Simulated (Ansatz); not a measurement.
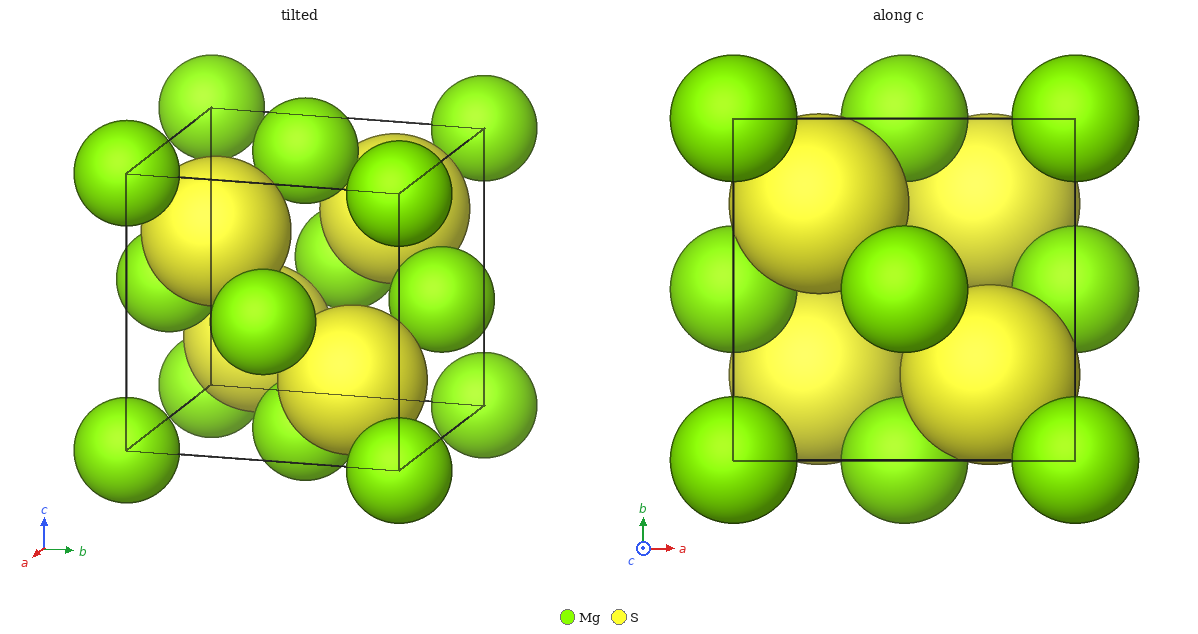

This space-filling model is shown slightly off an axis and along the c axis. The frame is the conventional unit cell; atoms at its boundary are shown with their periodic copies.

MgS, space group F-43m (No. 216), a = 5.66 Å, b = 5.66 Å, c = 5.66 Å, α = 90.00°, β = 90.00°, γ = 90.00°.

Computational set-up: Ansatz 0.2.0, DFT, r2SCAN, plane waves, PAW, plane-wave cutoff 500 eV, k-points about 0.32 Å⁻¹ apart, no spin polarisation.

**What is the band gap, if any?**

An insulator at this level, with a gap of 4.14 eV, direct.

**What is the electronic dielectric constant?**

ε∞ averages 3.8.

It goes back to a structure listed in the Materials Project. Earlier steps of the study may have refined or changed the cell and positions. An electronic-structure calculation with Ansatz was run on it.
